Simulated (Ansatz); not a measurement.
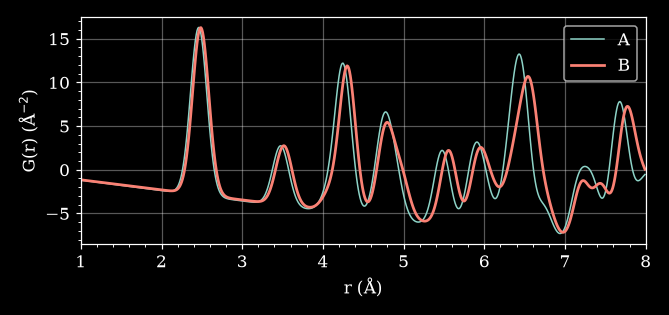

Simulated X-ray pair distribution function, G(r) = R(r)/r − 4πρ₀r, summed over the atomic distances of the structure with each pair weighted by the product of the atomic numbers (X-ray weights at Q = 0); every distance is a Gaussian of σ = 0.10 Å. Both curves are of Ni in space group P6_3/mmc, for two cells of different size. A: coordinates from a relaxation at fixed volume with DFT r2SCAN, scalar-relativistic, plane waves, PAW in Ansatz; the starting structure was generated, so it need not be a known form of this composition; B: the end point of a relaxation at fixed volume with DFT PBE, spin-orbit coupling, plane waves, PAW in Ansatz; the starting structure was generated, so it need not be a known form of this composition.

**How does the volume of B compare with that of A?**

Cell B is larger: the volume of B is 3.4 % above that of A (10.56 and 10.92 Å³ per atom), a mean linear change of 1.1 %. The shortest distance is 2.446 Å in A and 2.483 Å in B.

**Give both cells.**

Cell A: a = 2.446 Å, b = 2.446 Å, c = 4.077 Å, α = 90.00°, β = 90.00°, γ = 120.00°
Cell B: a = 2.483 Å, b = 2.483 Å, c = 4.089 Å, α = 90.00°, β = 90.00°, γ = 120.00°
